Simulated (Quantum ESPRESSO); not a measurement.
## Band-structure run of HfC (part 2 of 2)

Continued. System: HfC (Fm-3m, 2 atoms in the cell). Method: Kohn-Sham DFT of a periodic cell, AM05, SG15 PBE 1.2, no spin polarisation (Quantum ESPRESSO 7.5); cutoff 1197.3 eV, 10×10×10 k-mesh, fermi-dirac of 0.05 eV. The structure derives from an entry of the Crystallography Open Database.

Geometry of the input (Å; fractional positions):
```
0.0000  2.3250  2.3250
2.3250  0.0000  2.3250
2.3250  2.3250  0.0000
Hf 0.5000  0.5000  0.5000
C  0.0000  0.0000  0.0000
```

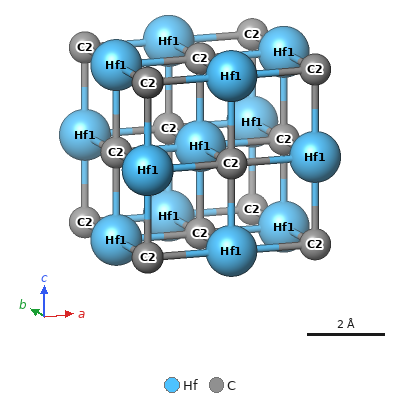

The structure (ball-and-stick view of the cell 4 times as large as that of the calculation, set on its symmetry axes, seen slightly off an axis; atoms are numbered from 1 in the order of the input). An atom can appear more than once, as a periodic image.

Log, continued
```
          k = 0.3536 0.2121-0.2121 (  2379 PWs)   bands (ev):

   -37.2909  -6.3077  -5.8290  -5.8274  12.8948  12.9818  13.0311  13.0329
    13.0776  13.0908  13.0968  14.3030  18.8724  21.0331  21.4143  26.6472
    28.7893  28.8666  32.1882  32.5671  34.5798  37.4746

          k =-0.2828-0.4243 0.4243 (  2370 PWs)   bands (ev):

   -37.2849  -6.3993  -5.8526  -5.8283  12.9070  12.9898  13.0231  13.0249
    13.0795  13.1044  13.1054  15.1316  17.9003  20.8009  20.9512  27.9056
    29.1571  29.4630  31.2760  34.3055  35.0850  36.9406

          k =-0.2121-0.3536 0.3536 (  2368 PWs)   bands (ev):

   -37.2862  -6.3791  -5.8638  -5.8125  12.9054  12.9880  13.0229  13.0288
    13.0794  13.0986  13.1062  14.9545  18.1005  20.8721  20.9652  28.2167
    28.4451  29.2533  31.6773  33.6049  35.1896  37.4708

          k =-0.1414-0.2828 0.2828 (  2373 PWs)   bands (ev):

   -37.2943  -6.2547  -5.8558  -5.7876  12.8814  12.9772  13.0323  13.0413
    13.0777  13.0800  13.0951  14.0083  19.2811  21.1885  21.4666  27.2569
    27.3149  28.8670  31.4853  32.9258  34.1103  37.7720

          k =-0.0707-0.2121 0.2121 (  2363 PWs)   bands (ev):

   -37.3061  -6.0702  -5.8295  -5.7631  12.6580  12.9629  13.0478  13.0569
    13.0585  13.0696  13.0832  13.2130  20.7789  21.8793  22.2205  26.1802
    26.8323  27.7234  29.6272  32.1829  32.9400  37.7433

          k = 0.0000-0.1414 0.1414 (  2359 PWs)   bands (ev):

   -37.3170  -5.8992  -5.7890  -5.7483  12.0285  12.9511  13.0413  13.0485
    13.0550  13.0665  13.0741  13.0813  22.3272  22.8660  23.1009  25.4990
    26.4899  26.5958  28.2589  30.1035  31.8882  36.2886

          k = 0.2828-0.0000 0.0000 (  2365 PWs)   bands (ev):

   -37.3082  -5.9702  -5.8243  -5.8243  12.4608  12.9609  13.0473  13.0473
    13.0624  13.0685  13.0685  13.1281  20.7812  23.4329  23.4329  23.6582
    27.7263  28.2328  28.2328  30.0388  34.0957  37.7515

          k = 0.3536 0.0707-0.0707 (  2364 PWs)   bands (ev):

   -37.2985  -6.1021  -5.8561  -5.8549  12.7994  12.9717  13.0461  13.0471
    13.0548  13.0727  13.0732  13.3621  20.0551  22.2989  22.9599  24.2552
    28.2519  28.9198  29.5185  31.0481  35.1909  38.5250

          k = 0.4243 0.1414-0.1414 (  2374 PWs)   bands (ev):

   -37.2883  -6.2427  -5.8978  -5.8736  12.9072  12.9842  13.0325  13.0339
    13.0603  13.0847  13.0923  13.9593  19.4333  21.3631  22.1895  25.1084
    29.1978  29.5608  30.9902  32.1567  35.3488  36.6009

          k =-0.2121-0.4950 0.4950 (  2356 PWs)   bands (ev):

   -37.2815  -6.3283  -5.9486  -5.8702  12.9249  12.9934  13.0213  13.0260
    13.0634  13.0989  13.1017  14.5837  18.8279  20.9503  21.5365  26.2528
    29.4520  29.6748  32.4471  32.7338  35.0661  36.0419

          k =-0.1414-0.4243 0.4243 (  2364 PWs)   bands (ev):

   -37.2807  -6.3324  -5.9848  -5.8471  12.9252  12.9940  13.0166  13.0290
    13.0644  13.0963  13.1073  14.8508  18.5068  20.9586  21.1576  27.7095
    28.6998  28.9194  32.3352  33.9247  34.5444  37.0956

          k =-0.0707-0.3536 0.3536 (  2372 PWs)   bands (ev):

   -37.2862  -6.2639  -5.9818  -5.8130  12.9141  12.9859  13.0218  13.0403
    13.0642  13.0815  13.1054  14.4795  18.8691  21.1005  21.2027  27.5983
    28.1964  29.1569  30.8838  33.3241  35.1773  37.7246

          k = 0.0000-0.2828 0.2828 (  2371 PWs)   bands (ev):

   -37.2959  -6.1640  -5.9230  -5.7809  12.8686  12.9740  13.0342  13.0541
    13.0647  13.0662  13.0942  13.7533  19.7557  21.3588  21.6373  26.6709
    27.7976  28.9056  29.6952  33.2513  34.0538  38.1692

          k = 0.4243 0.0000-0.0000 (  2377 PWs)   bands (ev):

   -37.2914  -6.1557  -5.8971  -5.8971  12.8784  12.9802  13.0430  13.0430
    13.0442  13.0734  13.0734  13.4535  19.9283  22.7280  23.3790  23.3790
    28.3193  29.7630  29.7630  31.0953  36.0672  37.5443

          k = 0.4950 0.0707-0.0707 (  2371 PWs)   bands (ev):

   -37.2834  -6.2410  -5.9429  -5.9219  12.9421  12.9900  13.0319  13.0338
    13.0430  13.0824  13.0868  13.6671  19.9887  21.8961  23.0706  23.9686
    29.1355  30.1349  30.2729  31.9951  35.2880  36.3069

          k =-0.1414-0.5657 0.5657 (  2362 PWs)   bands (ev):

   -37.2774  -6.2824  -6.0199  -5.9214  12.9595  12.9981  13.0221  13.0263
    13.0448  13.0936  13.0972  14.0075  19.9963  21.1895  22.3900  24.8322
    29.8559  30.0417  31.1107  32.9613  34.0777  36.1095

          k =-0.0707-0.4950 0.4950 (  2352 PWs)   bands (ev):

   -37.2758  -6.2547  -6.1087  -5.8957  12.9549  12.9996  13.0145  13.0288
    13.0474  13.0935  13.1034  14.3961  19.5409  20.9631  21.7442  26.0531
    29.2198  29.5868  32.0894  32.9840  35.0804  36.5663

          k =-0.0000-0.4243 0.4243 (  2353 PWs)   bands (ev):

   -37.2791  -6.2321  -6.1103  -5.8544  12.9385  12.9942  13.0150  13.0363
    13.0523  13.0862  13.1082  14.6376  18.9797  21.0030  21.2946  27.6784
    28.3188  29.1092  31.0038  34.6624  35.0589  37.3387

          k = 0.5657-0.0000 0.0000 (  2369 PWs)   bands (ev):

   -37.2779  -6.2946  -5.9557  -5.9557  12.9969  13.0022  13.0298  13.0311
    13.0311  13.0850  13.0850  13.4910  20.4977  22.1007  23.5735  23.5735
    28.8621  30.4334  30.4334  32.1561  33.8660  36.4461

          k =-0.0707-0.6364 0.6364 (  2368 PWs)   bands (ev):

   -37.2740  -6.3179  -6.0003  -5.9625  13.0017  13.0224  13.0254  13.0256
    13.0309  13.0904  13.0937  13.5542  20.8651  21.6147  23.2737  23.9352
    29.6457  30.3525  30.3798  32.6576  33.0789  36.2206

          k = 0.0000-0.5657 0.5657 (  2348 PWs)   bands (ev):

   -37.2732  -6.2778  -6.0848  -5.9396  12.9922  13.0027  13.0180  13.0269
    13.0353  13.0928  13.0970  13.8978  20.7051  21.0024  22.5189  24.7062
    29.8545  30.1220  31.2145  32.2080  34.1555  36.3887

          k =-0.7071 0.0000 0.0000 (  2346 PWs)   bands (ev):

   -37.2727  -6.3452  -5.9780  -5.9780  13.0035  13.0244  13.0262  13.0262
    13.0895  13.0895  13.0937  13.3451  21.1045  21.8821  23.7008  23.7008
    29.0886  30.4918  30.4918  32.0441  33.1197  36.0510

          k = 0.2828 0.1414 0.0000 (  2355 PWs)   bands (ev):

   -37.3048  -6.0490  -5.8517  -5.7879  12.6647  12.9644  13.0490  13.0523
    13.0597  13.0651  13.0793  13.2171  20.5615  22.3664  22.3958  25.1441
    27.9132  27.9769  28.9793  31.3479  33.9912  38.0882

          k = 0.3536 0.2121-0.0707 (  2371 PWs)   bands (ev):

   -37.2938  -6.1946  -5.9035  -5.8102  12.8803  12.9770  13.0335  13.0461
    13.0645  13.0739  13.0927  13.8108  19.5861  21.4580  21.8186  25.8468
    28.4045  29.0944  30.2874  32.5571  34.7442  37.6931

          k =-0.2828-0.4243 0.5657 (  2371 PWs)   bands (ev):

   -37.2849  -6.3150  -5.9297  -5.8375  12.9148  12.9887  13.0222  13.0323
    13.0679  13.0909  13.1043  14.5746  18.7135  20.9937  21.3371  26.7914
    29.0058  29.3711  31.8954  32.7774  35.2696  36.9645

          k =-0.2121-0.3536 0.4950 (  2370 PWs)   bands (ev):

   -37.2815  -6.3610  -5.9364  -5.8505  12.9200  12.9936  13.0184  13.0264
    13.0687  13.1015  13.1055  14.9477  18.3112  20.9072  21.1117  27.8290
    28.2960  29.5947  32.3256  33.9061  34.4847  37.0361

          k = 0.4243 0.1414-0.0000 (  2365 PWs)   bands (ev):

   -37.2896  -6.1895  -5.9286  -5.8696  12.9011  12.9820  13.0335  13.0438
    13.0510  13.0743  13.0884  13.7008  19.7405  21.8924  22.3927  24.6917
    29.0208  29.5948  29.9304  31.9440  35.7693  36.8806

          k =-0.2121-0.4950 0.6364 (  2362 PWs)   bands (ev):

   -37.2816  -6.2615  -5.9899  -5.8945  12.9370  12.9921  13.0230  13.0336
    13.0504  13.0856  13.1004  14.1357  19.5560  21.2603  21.8872  25.4999
    29.4936  29.8756  30.7288  32.9434  35.4153  35.9842

          k =-0.1414-0.4243 0.5657 (  2367 PWs)   bands (ev):

   -37.2774  -6.2866  -6.0425  -5.8999  12.9451  12.9982  13.0165  13.0276
    13.0518  13.0965  13.1016  14.4938  19.2824  20.9838  21.5326  26.5303
    28.5719  29.9752  32.2998  32.7998  35.1469  36.5825

          k =-0.0707-0.3536 0.4950 (  2363 PWs)   bands (ev):

   -37.2786  -6.2662  -6.0636  -5.8758  12.9399  12.9956  13.0159  13.0324
    13.0528  13.0899  13.1061  14.5942  19.0713  21.0129  21.3257  27.5215
    27.9290  29.6495  31.4497  33.7422  35.3913  37.0653

          k = 0.0000-0.2828 0.4243 (  2372 PWs)   bands (ev):

   -37.2849  -6.2344  -6.0104  -5.8387  12.9216  12.9870  13.0223  13.0423
    13.0556  13.0792  13.1039  14.3187  19.1758  21.2632  21.3251  26.6171
    29.2118  29.2182  30.2960  33.3277  35.4471  37.0923

          k =-0.1414-0.5657 0.7071 (  2374 PWs)   bands (ev):

   -37.2774  -6.2809  -5.9904  -5.9491  12.9765  12.9973  13.0244  13.0319
    13.0356  13.0857  13.0961  13.7564  20.3474  21.5886  22.5294  24.5833
    29.6947  30.0698  30.3901  32.8995  33.8887  36.3503

          k =-0.0707-0.4950 0.6364 (  2364 PWs)   bands (ev):

   -37.2740  -6.2664  -6.0687  -5.9542  12.9826  13.0020  13.0193  13.0273
    13.0357  13.0923  13.0960  14.0034  20.4989  21.1013  21.9558  25.3788
    29.2878  30.3400  30.8745  32.5563  34.6841  36.5630

          k = 0.0000-0.4243 0.5657 (  2351 PWs)   bands (ev):

   -37.2745  -6.1902  -6.1715  -5.9228  12.9662  13.0007  13.0151  13.0301
    13.0406  13.0909  13.1012  14.3386  19.8540  20.9606  21.6070  26.4281
    28.4368  30.1337  31.5153  32.5776  36.1671  37.0852

          k =-0.7071 0.1414 0.0000 (  2370 PWs)   bands (ev):

   -37.2727  -6.3110  -6.0139  -5.9824  13.0035  13.0234  13.0250  13.0255
    13.0272  13.0898  13.0934  13.6463  21.0469  21.4757  22.5008  24.6102
    29.9454  29.9501  30.4968  32.4194  33.6097  36.2734

          k =-0.1414-0.4243 0.7071 (  2364 PWs)   bands (ev):

   -37.2761  -6.2397  -6.0805  -5.9332  12.9614  12.9987  13.0181  13.0323
    13.0399  13.0880  13.1014  14.2715  19.8720  21.1107  21.4750  26.4378
    28.5054  30.2737  30.7573  33.0938  35.6777  36.8136

          k =-0.0707-0.3536 0.6364 (  2354 PWs)   bands (ev):

   -37.2740  -6.2080  -6.1314  -5.9551  12.9715  13.0018  13.0169  13.0286
    13.0374  13.0930  13.0962  14.3218  20.0517  20.9912  21.3722  27.3718
    27.4198  30.3533  31.3646  32.2374  36.9168  36.9631

          k =-0.7071 0.2828 0.0000 (  2362 PWs)   bands (ev):

   -37.2727  -6.2205  -6.1071  -5.9895  12.9898  13.0034  13.0214  13.0275
    13.0284  13.0909  13.0924  14.1296  20.9710  21.0001  21.0721  26.4088
    28.4012  30.5048  30.6767  32.1539  36.1683  37.2012

     the Fermi energy is    23.8083 ev

!    total energy              =    -458.33888088 Ry
     estimated scf accuracy    <          1.1E-11 Ry
     smearing contrib. (-TS)   =      -0.00020851 Ry
     internal energy E=F+TS    =    -458.33867237 Ry

     The total energy is F=E-TS. E is the sum of the following terms:
     one-electron contribution =    -131.06683916 Ry
     hartree contribution      =     100.89504460 Ry
     xc contribution           =     -41.31113860 Ry
     ewald contribution        =    -386.85573921 Ry

     convergence has been achieved in  10 iterations

     Forces acting on atoms (cartesian axes, Ry/au):

     atom    1 type  1   force =     0.00000000    0.00000000    0.00000000
     atom    2 type  2   force =     0.00000000    0.00000000    0.00000000

     Total force =     0.000000     Total SCF correction =     0.000000

     Computing stress (Cartesian axis) and pressure

          total   stress  (Ry/bohr**3)                   (kbar)     P=      -68.55
  -0.00046601  -0.00000000  -0.00000000          -68.55       -0.00       -0.00
  -0.00000000  -0.00046601  -0.00000000           -0.00      -68.55       -0.00
  -0.00000000  -0.00000000  -0.00046601           -0.00       -0.00      -68.55

=------------------------------------------------------------------------------=
   JOB DONE.
=------------------------------------------------------------------------------=
```

File pp_density.out
```
This program is part of the open-source Quantum ESPRESSO suite
     for quantum simulation of materials; please cite
         "P. Giannozzi et al., J. Phys.:Condens. Matter 21 395502 (2009);
         "P. Giannozzi et al., J. Phys.:Condens. Matter 29 465901 (2017);
         "P. Giannozzi et al., J. Chem. Phys. 152 154105 (2020);
          URL
     in publications or presentations arising from this work. More details at

     ./tmp/pwscf.save/

     WARNING: libxc functional with ID  120 depends
      on external parameters: check the user_guide of
      QE if you need to modify them or to check their
      default values.

     WARNING: libxc functional with ID  135 depends
      on external parameters: check the user_guide of
      QE if you need to modify them or to check their
      default values.

     IMPORTANT: XC functional enforced from input :
     Exchange-correlation= XC-000I-000I-120L-135L-000I-000I
                           (   0   0 120 135   0   0   0)
     Any further DFT definition will be discarded
     Please, verify this is what you really want

     G-vector sticks info
     --------------------
     sticks:   dense  smooth     PW     G-vecs:    dense   smooth      PW
     Sum         931     931    283                18907    18907    3119

     Using Slab Decomposition

     Calling punch_plot, plot_num =   0
     Writing data to file  density.dat
     Reading data from file  density.dat

     Writing data to be plotted to file density.cube
     Plot Type: 3D                     Output format: Gaussian cube

=------------------------------------------------------------------------------=
   JOB DONE.
=------------------------------------------------------------------------------=
```

File pp_potential.out
```
This program is part of the open-source Quantum ESPRESSO suite
     for quantum simulation of materials; please cite
         "P. Giannozzi et al., J. Phys.:Condens. Matter 21 395502 (2009);
         "P. Giannozzi et al., J. Phys.:Condens. Matter 29 465901 (2017);
         "P. Giannozzi et al., J. Chem. Phys. 152 154105 (2020);
          URL
     in publications or presentations arising from this work. More details at

     ./tmp/pwscf.save/

     WARNING: libxc functional with ID  120 depends
      on external parameters: check the user_guide of
      QE if you need to modify them or to check their
      default values.

     WARNING: libxc functional with ID  135 depends
      on external parameters: check the user_guide of
      QE if you need to modify them or to check their
      default values.

     IMPORTANT: XC functional enforced from input :
     Exchange-correlation= XC-000I-000I-120L-135L-000I-000I
                           (   0   0 120 135   0   0   0)
     Any further DFT definition will be discarded
     Please, verify this is what you really want

     G-vector sticks info
     --------------------
     sticks:   dense  smooth     PW     G-vecs:    dense   smooth      PW
     Sum         931     931    283                18907    18907    3119

     Using Slab Decomposition

     Calling punch_plot, plot_num =  11
     Writing data to file  potential.dat
     Reading data from file  potential.dat

     Writing data to be plotted to file potential.cube
     Plot Type: 3D                     Output format: Gaussian cube

=------------------------------------------------------------------------------=
   JOB DONE.
=------------------------------------------------------------------------------=
```

File pp_elf.out
```
This program is part of the open-source Quantum ESPRESSO suite
     for quantum simulation of materials; please cite
         "P. Giannozzi et al., J. Phys.:Condens. Matter 21 395502 (2009);
         "P. Giannozzi et al., J. Phys.:Condens. Matter 29 465901 (2017);
         "P. Giannozzi et al., J. Chem. Phys. 152 154105 (2020);
          URL
     in publications or presentations arising from this work. More details at

     ./tmp/pwscf.save/

     WARNING: libxc functional with ID  120 depends
      on external parameters: check the user_guide of
      QE if you need to modify them or to check their
      default values.

     WARNING: libxc functional with ID  135 depends
      on external parameters: check the user_guide of
      QE if you need to modify them or to check their
      default values.

     IMPORTANT: XC functional enforced from input :
     Exchange-correlation= XC-000I-000I-120L-135L-000I-000I
                           (   0   0 120 135   0   0   0)
     Any further DFT definition will be discarded
     Please, verify this is what you really want

     G-vector sticks info
     --------------------
     sticks:   dense  smooth     PW     G-vecs:    dense   smooth      PW
     Sum         931     931    283                18907    18907    3119

     Using Slab Decomposition

     Calling punch_plot, plot_num =   8
     Message from routine do_elf_kin:
     elf/kin + US not fully implemented
     Writing data to file  elf.dat
     Reading data from file  elf.dat

     Writing data to be plotted to file elf.cube
     Plot Type: 3D                     Output format: Gaussian cube

=------------------------------------------------------------------------------=
   JOB DONE.
=------------------------------------------------------------------------------=
```

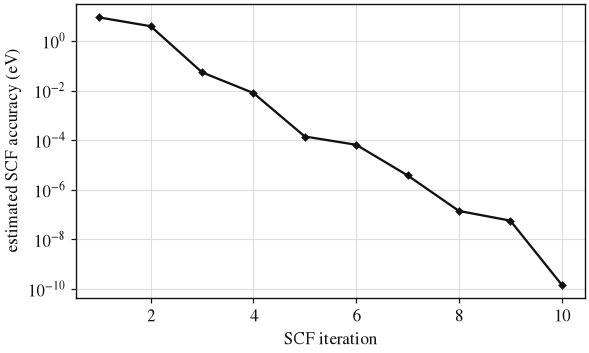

Convergence of the self-consistent field: estimated SCF accuracy against the iteration. The field takes 10 iterations in all.
